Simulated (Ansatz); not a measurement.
**Geometry relaxation of C$_{11}$H (part 2 of 3)**

C$_{11}$H (slab, 12 atoms in the cell); DFT PBE+D3(BJ), scalar-relativistic, plane waves, PAW, no spin polarisation (Ansatz 0.2.0); cutoff 420 eV, 12×12×1 k-mesh, Gaussian smearing of 0.1 eV. The structure derives from a Materials Project entry. The input holds or restrains some coordinates. Forces given for the steps count only the free coordinates. It belongs to a series of runs on one base structure; here: CH put at a top C site.

Geometry of the input (Å; fractional positions):
```
2.4655  0.0000  0.0000
-1.2328  2.1341  0.0000
0.0000  0.0000  33.6980
C  0.0833  0.1666  0.2522
C  0.4167  0.8334  0.2522
C  0.5833  0.1666  0.3531
C  0.9167  0.8334  0.3531
C  0.0833  0.1666  0.4540
C  0.4167  0.8334  0.4540
C  0.5833  0.1666  0.5549
C  0.9167  0.8334  0.5549
C  0.0833  0.1666  0.6558
C  0.4167  0.8334  0.6558
C  0.4167  0.8334  0.7009
H  0.4167  0.8334  0.7335
```

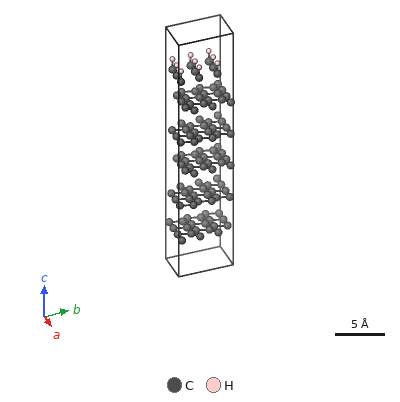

**Figure 1.** The geometry at step 27 of the log (ball-and-stick view of the 3 × 3 repeat of the cell, with the vacuum cut short, seen slightly off an axis).

What the program printed, continued
```
relax step  21: F+E_penalty+E_count = -2773.40613528 eV  Δ(F+E_penalty+E_count) = -1.306e-3 eV  max|allowed force component| = 6.023e-2 eV/Å  Δτ_max = 0.1334 Å  (10 SCF iters, accepted)
SCF 22 converged in 10 iterations: F = -2773.406269 eV  dr2 = 3.89e-9
relax step  22: F+E_penalty+E_count = -2773.40626851 eV  Δ(F+E_penalty+E_count) = -1.332e-4 eV  max|allowed force component| = 6.477e-2 eV/Å  Δτ_max = 0.1903 Å  (10 SCF iters, dr2 threshold 1.37e-6 eV, accepted)
SCF 23 converged in 10 iterations: F = -2773.406196 eV  dr2 = 1.66e-9
relax step  23: F+E_penalty+E_count = -2773.40619634 eV  Δ(F+E_penalty+E_count) = +7.217e-5 eV  max|allowed force component| = 4.221e-2 eV/Å  Δτ_max = 0.1588 Å  (10 SCF iters, dr2 threshold 4.20e-6 eV, rejected (line search))
SCF 24 converged in 10 iterations: F = -2773.406269 eV  dr2 = 1.07e-9
relax step  24: F+E_penalty+E_count = -2773.40626851 eV  Δ(F+E_penalty+E_count) = -1.475e-9 eV  max|allowed force component| = 6.477e-2 eV/Å  Δτ_max = 0.0000 Å  (10 SCF iters, accepted)
SCF 25 converged in 10 iterations: F = -2773.406191 eV  dr2 = 1.67e-9
relax step  25: F+E_penalty+E_count = -2773.40619133 eV  Δ(F+E_penalty+E_count) = +7.718e-5 eV  max|allowed force component| = 4.226e-2 eV/Å  Δτ_max = 0.1590 Å  (10 SCF iters, dr2 threshold 4.20e-6 eV, rejected (line search))
SCF 26 converged in 8 iterations: F = -2773.407373 eV  dr2 = 4.59e-8
relax step  26: F+E_penalty+E_count = -2773.40737273 eV  Δ(F+E_penalty+E_count) = -1.104e-3 eV  max|allowed force component| = 1.800e-2 eV/Å  Δτ_max = 0.0790 Å  (8 SCF iters, accepted)
SCF 27 converged in 7 iterations: F = -2773.407503 eV  dr2 = 1.39e-8
relax step  27: F+E_penalty+E_count = -2773.40750308 eV  Δ(F+E_penalty+E_count) = -1.303e-4 eV  max|allowed force component| = 6.480e-3 eV/Å  Δτ_max = 0.0329 Å  (7 SCF iters, accepted)
SCF iter   1: F=—  HF=-2773.414330 eV  |F-HF|=—  |Δ(HF+E_count)|=         —  Δρ=4.85e-3  dr2=2.47e-2  ethr=5.09e-4  p=0.004 e·Å  D=3.96e-3 V/Å  ΔV_dip=-0.13 eV  dr2_dipole=1.71e-3  V_vac-E_F(+/−)=4.16/4.29 eV  ⟨swp⟩=2.4  Hψ=3496  notcnv=0  defer=245
efield: sawtooth ramp at fractional position 0.9729 (handed on by an earlier solve), width 0.0400; the density the first Hamiltonian is built on has a dipole p = 0.004 e·Å; the dipole correction subtracts the counter field D = 3.96e-3 V/Å, which shifts the + side's vacuum level by -0.13 eV against the − side's; the planar-averaged density in the ramp window peaks in size at 3.3e-6 e/Å³
preconditioner: auto → LDOS  [metal: Δε(μ)=0.044 eV  Ē_g=14.527 eV  σ=0.100 eV  W_gap=0.24  n_scr=22 (ndim 8)  ℏωp=18.7 eV  f_vac=0.392  D(μ)=1.21/eV (n_scr^D=10)  β→1.0]
SCF iter   2: F=—  HF=-2773.411290 eV  |F-HF|=—  |Δ(HF+E_count)|=   3.04e-3  Δρ=1.82e-3  dr2=1.26e-2  ethr=5.48e-5  p=0.003 e·Å  D=3.38e-3 V/Å  ΔV_dip=-0.11 eV  dr2_dipole=5.61e-4  V_vac-E_F(+/−)=4.17/4.29 eV  ⟨swp⟩=2.0  Hψ=2829  notcnv=0  defer=247
SCF iter   3: F=—  HF=-2773.407733 eV  |F-HF|=—  |Δ(HF+E_count)|=   3.56e-3  Δρ=3.70e-4  dr2=7.65e-4  ethr=2.81e-5  p=0.003 e·Å  D=3.46e-3 V/Å  ΔV_dip=-0.12 eV  dr2_dipole=1.03e-6  V_vac-E_F(+/−)=4.16/4.28 eV  ⟨swp⟩=2.0  Hψ=1924  notcnv=0  defer=247
SCF iter   4: F=—  HF=-2773.407592 eV  |F-HF|=—  |Δ(HF+E_count)|=   1.41e-4  Δρ=1.30e-4  dr2=7.50e-5  ethr=1.70e-6  p=0.004 e·Å  D=3.97e-3 V/Å  ΔV_dip=-0.13 eV  dr2_dipole=2.18e-5  V_vac-E_F(+/−)=4.15/4.29 eV  ⟨swp⟩=2.0  Hψ=1785  notcnv=0  defer=247
SCF iter   5: F=—  HF=-2773.407600 eV  |F-HF|=—  |Δ(HF+E_count)|=   8.28e-6  Δρ=3.07e-5  dr2=3.02e-6  ethr=1.67e-7  p=0.004 e·Å  D=3.96e-3 V/Å  ΔV_dip=-0.13 eV  dr2_dipole=1.09e-6  V_vac-E_F(+/−)=4.15/4.29 eV  ⟨swp⟩=2.1  Hψ=2016  notcnv=0  defer=247
SCF iter   6: F=—  HF=-2773.407601 eV  |F-HF|=—  |Δ(HF+E_count)|=   4.32e-7  Δρ=1.86e-5  dr2=7.12e-7  ethr=6.72e-9  p=0.004 e·Å  D=3.97e-3 V/Å  ΔV_dip=-0.13 eV  dr2_dipole=8.23e-8  V_vac-E_F(+/−)=4.15/4.28 eV  ⟨swp⟩=2.0  Hψ=2173  notcnv=0  defer=247
SCF iter   7: F=-2773.407601 eV  HF=-2773.407601 eV  |F-HF|=9.33e-9  |Δ(HF+E_count)|=   2.34e-8  Δρ=3.39e-6  dr2=3.63e-8  ethr=2.22e-10  p=0.004 e·Å  D=3.98e-3 V/Å  ΔV_dip=-0.13 eV  dr2_dipole=1.68e-8  V_vac-E_F(+/−)=4.15/4.28 eV  ⟨swp⟩=12.0  Hψ=8808  notcnv=0
SCF 28 converged in 7 iterations: F = -2773.407601 eV  dr2 = 3.63e-8
relax step  28: F+E_penalty+E_count = -2773.40760059 eV  Δ(F+E_penalty+E_count) = -9.751e-5 eV  max|allowed force component| = 9.954e-3 eV/Å  Δτ_max = 0.0370 Å  (7 SCF iters, accepted)
```

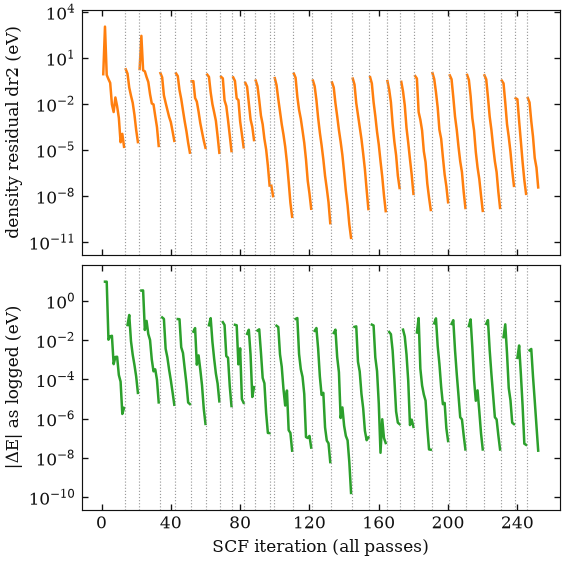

**Figure 2.** Convergence of the self-consistent field: density residual dr2 and size of the energy change against the SCF iteration. The dotted lines part the SCF passes of the relaxation: geometry steps, rejected trials and re-solves on a re-selected basis. The 28 passes take 2 to 13 iterations each, 252 in all.

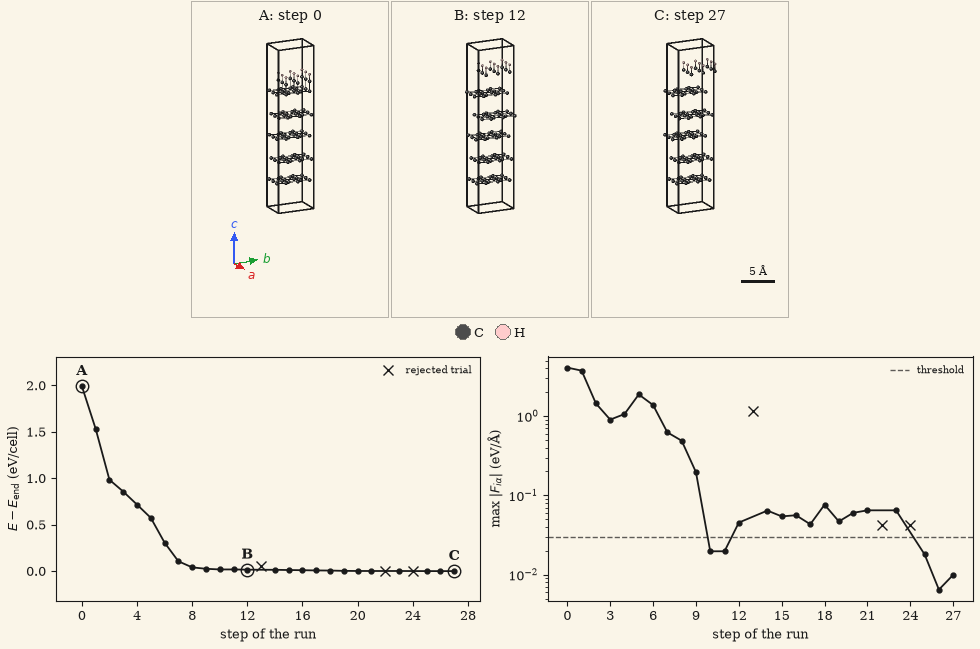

**Figure 3.** Frames of the restrained relaxation (ball-and-stick view of the 3 × 3 repeat of the cell, with the vacuum cut short, seen slightly off an axis) above the curves, on which the letters mark them (the first geometry is step 0 here and step 1 in the log).

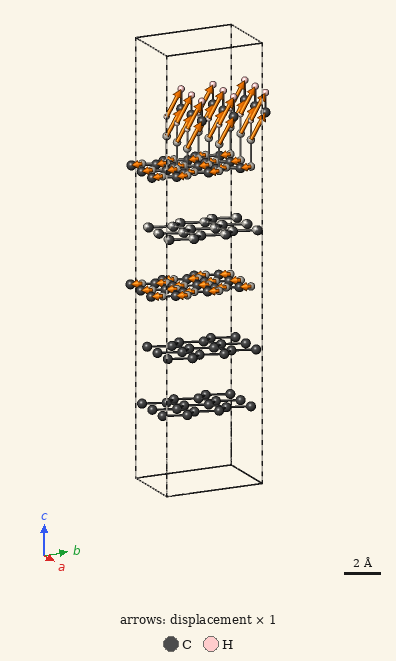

**Figure 4.** Start (faint) and end (solid) with the displacements as orange arrows, at true length (ball-and-stick view of the 3 × 3 repeat of the cell, with the vacuum cut short, seen slightly off an axis). Over 27 geometry steps the energy falls by 1.993 eV per cell of the calculation. The largest force component goes from 4.1 to 0.01 eV/Å. The line search rejected the trial steps at points 13, 22, 24 (counted from 0) and went back. H12 moves most: 1.76 Å. By element the largest moves are H 1.76 Å, C 1.74 Å. The cell doesn't change. Distances before and after: C10–C11 1.520 → 3.438 Å, C11–H12 1.100 → 1.122 Å. Bonds break: C10–C11 (1.52 → 3.44 Å). (Atoms are counted from 1 in the order of the input.)

```
SCF converged after 7 iterations
Free energy (F): -2773.407601 eV
Harris-Foulkes:  -2773.407601 eV  (|F-HF|=9.33e-9)
Internal energy: -2773.401716 eV  (E = F + TS)
E sigma→0 (E₀):  -2773.404658 eV
Entropy (-TS):   -0.005885 eV (-0.490 meV/atom)
Fermi energy:    1.787996 eV
Dipole field:    D = 0.003791 V/Å  (p = 0.003715 e·Å, saw-weighted, corrected)
Work function:   Φ+ = 4.1541 eV   Φ− = 4.2819 eV
Levels:          The Fermi level and band energies are counted from a zero that moves with the ramp; work functions are not
--- Per-component energies (eV) ---
  E_band       = -301.286058
  E_kinetic    = 998.657756
  E_local      = -38225.355449  (includes V_loc(G=0)·N_el)
  E_nonlocal   = 302.607394
  E_hartree    = 18678.152944
  E_xc         = -533.216978
  E_vxc        = -660.257747  (∫ρ·V_xc dr)
  E_paw        = -1091.575613  (= ΣΔE_a)
  E_vpaw       = -73.301803  (= ΣTr[D̂ρ^β])
  E_aug_tail   = -0.001257  (compensation charges beyond the density's cutoff)
  E_efield     = 0.000007  (sawtooth field / dipole correction)
  E_vefield    = 0.036537  (∫n·V_field dr)
  E_ewald      = 17098.975763
  E_disp       = -1.646284  (pairwise vdW)
  E_smearing   = -0.005885  (= −TS)
  E_closure    = 0.000000  (closes the sum)
  Σ components = -2773.407601   (vs F -2773.407601, Δ=0.00e0)
--- Forces (eV/Å), atoms counted from 1 ---
  atom   1  C     -0.00000000     0.00053986     0.00088916
  atom   2  C     -0.00000000     0.00063506     0.00291585
  atom   3  C      0.00000000    -0.00205965    -0.00978089
  atom   4  C     -0.00000000     0.00298372     0.01050192
  atom   5  C     -0.00000000     0.00194805    -0.00076725
  atom   6  C      0.00000000    -0.00300021    -0.00195063
  atom   7  C      0.00000000    -0.00148535    -0.00102542
  atom   8  C     -0.00000000     0.00061838    -0.00064673
  atom   9  C      0.00000000    -0.00917852    -0.00577326
  atom  10  C     -0.00000000     0.00995351     0.00445194
  atom  11  C      0.00000000    -0.00017560    -0.00505674
  atom  12  H      0.00000000    -0.00080423     0.00626565
  max |Σ_I F_I| component: 2.50e-5 eV/Å
--- Band table (eV; the first three rows and the last of 43) ---
  k-point 0: bands = ["-17.8137", "-17.7208", "-17.6286", "-17.5067", "-16.6060", "-11.2123", "-6.5129", "-6.0864", "-5.5583", "-5.0731", "-4.5327", "-2.5474", "-1.2404", "-1.2284", "-1.2239", "-1.2209", "-1.1991", "-1.1938", "-1.0516", "-1.0485", "-0.1384", "-0.1371", "4.8469", "5.3649", "6.2491", "6.6315", "7.0692", "7.5600", "7.5650", "7.9222", "8.2906", "9.5489", "9.8637", "10.1247", "10.1429"]
  k-point 1: bands = ["-17.6485", "-17.5563", "-17.4652", "-17.3432", "-16.4422", "-11.0469", "-6.3124", "-5.8880", "-5.3629", "-4.8811", "-4.3421", "-2.4007", "-1.8835", "-1.8714", "-1.8446", "-1.6996", "-1.5811", "-1.5636", "-1.5384", "-1.3913", "-0.7886", "-0.4767", "5.0522", "5.5861", "6.4719", "6.8316", "6.9915", "7.2880", "7.4060", "8.1196", "8.5050", "9.7220", "10.0563", "10.2151", "10.2318"]
  k-point 2: bands = ["-17.1548", "-17.0649", "-16.9765", "-16.8543", "-15.9522", "-10.5595", "-5.7156", "-5.2981", "-4.7821", "-4.3115", "-3.7778", "-3.5320", "-3.5084", "-3.4804", "-3.3372", "-2.4247", "-2.3781", "-2.3592", "-2.3331", "-2.1866", "-1.9791", "-1.2718", "5.4204", "5.7646", "6.2490", "7.0084", "7.1385", "7.4466", "7.9414", "8.7029", "9.1409", "10.0628", "10.0922", "10.2185", "10.3343"]
  k-point 42: bands = ["-13.5035", "-13.4319", "-13.3651", "-13.2385", "-12.3295", "-8.7618", "-8.7065", "-8.6783", "-8.5423", "-7.6239", "-7.5517", "-7.1819", "-7.1389", "-7.1164", "-6.9731", "-6.0575", "-1.4490", "-1.1130", "-0.7333", "-0.5268", "-0.3357", "0.4536", "1.6230", "2.9331", "4.3046", "4.5731", "4.8290", "4.9597", "5.7813", "10.0077", "11.1891", "11.6805", "12.2475", "12.3616", "12.7936"]
--- Relaxed structure (28 steps of the walk, 25 accepted, 0 SCFs on fresh bases) ---
  F+E_penalty+E_count = -2773.40760059 eV   max|allowed force component| = 9.954e-3 eV/Å
  atoms:
    - { symbol: C, position: [0.0833101797, 0.1666203594, 0.25224073329999996] }
    - { symbol: C, position: [0.41668982030000007, 0.8333796405999999, 0.25224073329999996] }
    - { symbol: C, position: [0.5833101797, 0.1666203594, 0.35312316739999994] }
    - { symbol: C, position: [0.9166898202999999, 0.8333796405999999, 0.35312316739999994] }
    - { symbol: C, position: [-0.07213954142277688, -0.1442790828455538, 0.4535885530822848] }
    - { symbol: C, position: [0.26122084384115846, 0.5224416876823168, 0.4535829023004632] }
    - { symbol: C, position: [0.6054199512951413, 0.21083990259028285, 0.553552394232393] }
    - { symbol: C, position: [0.9387590096771736, 0.8775180193543475, 0.5535610246751653] }
    - { symbol: C, position: [-0.05981343368912759, -0.11962686737825518, 0.6536772821366728] }
    - { symbol: C, position: [0.27349286667029293, 0.5469857333405858, 0.6536658833550779] }
    - { symbol: C, position: [0.6128011934361839, 1.2256023868723676, 0.7461822179458345] }
    - { symbol: H, position: [0.6128728967878174, 1.2257457935756348, 0.779487151592342] }
```

Trajectory as extended XYZ (Å, eV, eV/Å), 17 of the 28 frames kept, from step=1 to step=28
```
12
Lattice="2.4655 0.0000 0.0000 -1.2328 2.1341 0.0000 0.0000 0.0000 33.6980" Properties=species:S:1:pos:R:3:forces:R:3 step=1 energy=-2771.41462
C     0.0000    0.3556    8.5000    0.0000   0.0181   0.0007
C     0.0000    1.7786    8.5000    0.0000  -0.0181   0.0007
C     1.2328    0.3556   11.8995    0.0000   0.0004   0.0009
C     1.2328    1.7786   11.8995    0.0000  -0.0004   0.0010
C     0.0000    0.3556   15.2990    0.0000   0.0598  -0.0001
C     0.0000    1.7786   15.2990    0.0000  -0.0597   0.0004
C     1.2328    0.3556   18.6985    0.0000   0.0317   0.0086
C     1.2328    1.7786   18.6985    0.0000  -0.0343   0.0223
C     0.0000    0.3556   22.0980    0.0000  -0.0023  -4.0825
C     0.0000    1.7786   22.0980    0.0000   0.0006   1.3828
C     0.0000    1.7786   23.6180    0.0000   0.0046   2.3597
H     0.0000    1.7786   24.7180    0.0000  -0.0004   0.3055
12
Lattice="2.4655 0.0000 0.0000 -1.2328 2.1341 0.0000 0.0000 0.0000 33.6980" Properties=species:S:1:pos:R:3:forces:R:3 step=3 energy=-2772.42341
C     0.0000    0.3556    8.5000    0.0000   0.0142  -0.0004
C     0.0000    1.7786    8.5000    0.0000  -0.0140  -0.0001
C     1.2328    0.3556   11.8995    0.0000   0.0001   0.0005
C     1.2328    1.7786   11.8995    0.0000   0.0000   0.0019
C     0.0000    0.3566   15.3054    0.0000  -0.0268   0.0206
C     0.0000    1.7788   15.3054    0.0000   0.0278   0.0235
C     1.2328    0.3371   18.9076    0.0000   0.0007  -0.2156
C     1.2328    1.7594   18.9095    0.0000   0.0436  -0.1130
C     0.0000    0.3638   21.7246    0.0000  -0.0777  -1.4422
C     0.0000    1.7871   21.9730    0.0000  -0.0027   0.8122
C     0.0000    1.7882   23.6218    0.0000   0.0256   0.8825
H     0.0000    1.7884   24.7326    0.0000   0.0091   0.0288
12
Lattice="2.4655 0.0000 0.0000 -1.2328 2.1341 0.0000 0.0000 0.0000 33.6980" Properties=species:S:1:pos:R:3:forces:R:3 step=4 energy=-2772.55052
C     0.0000    0.3556    8.5000    0.0000   0.0139   0.0005
C     0.0000    1.7786    8.5000    0.0000  -0.0137   0.0007
C     1.2328    0.3556   11.8995    0.0000  -0.0002   0.0009
C     1.2328    1.7786   11.8995    0.0000   0.0003   0.0017
C     0.0000    0.3574   15.2984    0.0000  -0.0313   0.0067
C     0.0000    1.7794   15.2985    0.0000   0.0317   0.0049
C     1.2328    0.3954   18.7258    0.0000  -0.0291  -0.0550
C     1.2328    1.8177   18.7302    0.0000   0.0638  -0.0689
C     0.0000    0.3286   21.7037    0.0000  -0.0327   0.9015
C     0.0000    1.7526   22.0344    0.0000  -0.0226  -0.7460
C     0.0000    1.7605   23.7971    0.0000   0.0122  -0.1227
H     0.0000    1.7670   24.9048    0.0000   0.0076   0.0746
12
Lattice="2.4655 0.0000 0.0000 -1.2328 2.1341 0.0000 0.0000 0.0000 33.6980" Properties=species:S:1:pos:R:3:forces:R:3 step=6 energy=-2772.83375
C     0.0000    0.3556    8.5000    0.0000   0.0038   0.0021
C     0.0000    1.7786    8.5000    0.0000  -0.0044   0.0013
C     1.2328    0.3556   11.8995    0.0000  -0.0010  -0.0122
C     1.2328    1.7786   11.8995    0.0000   0.0009  -0.0155
C     0.0000    0.3524   15.2304    0.0000  -0.0042   0.0020
C     0.0000    1.7753   15.2301    0.0000   0.0010  -0.0006
C     1.2328    0.5676   18.5385    0.0000   0.0057   0.0290
C     1.2328    1.9909   18.5411    0.0000  -0.0012  -0.0073
C     0.0000    0.2298   21.8079    0.0000   0.1030   0.9957
C     0.0000    1.6537   22.0020    0.0000  -0.1492  -1.8722
C     0.0000    1.6841   24.1175    0.0000   0.0384   0.6130
H     0.0000    1.6995   25.2276    0.0000   0.0072   0.2663
```
